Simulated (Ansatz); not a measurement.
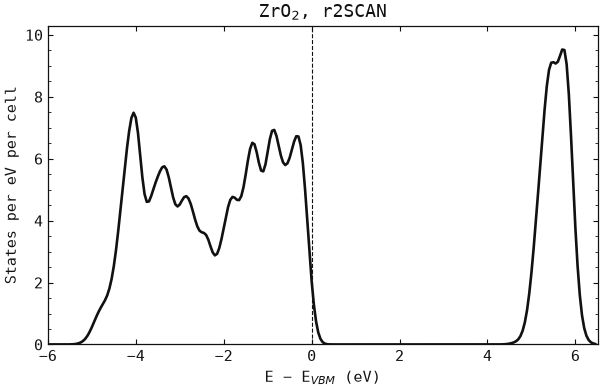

Density of states. Energies are counted from the top of the valence band. The curve is built from the levels of the k mesh with Gaussians 0.3 eV wide, which also blur the band edges.

The material is ZrO2, space group P4_2/nmc (No. 137), 6 atoms in the cell; a = 3.60 Å, b = 3.60 Å, c = 5.23 Å, α = 90.00°, β = 90.00°, γ = 90.00°.

Ansatz 0.2.0; DFT, r2SCAN, plane waves, PAW, no spin polarisation, 8×8×6 k mesh, 500 eV cutoff.

Q: Is there a gap at the Fermi level, and how wide?

A: There is a gap; over the k points computed it is 4.60 eV (indirect; the smallest direct gap is 4.71 eV).

Q: How wide is the upper valence band?

A: The upper group of valence states starts about 5.2 eV under the valence-band top, with a gap beneath it; it holds about 24 electrons a cell.
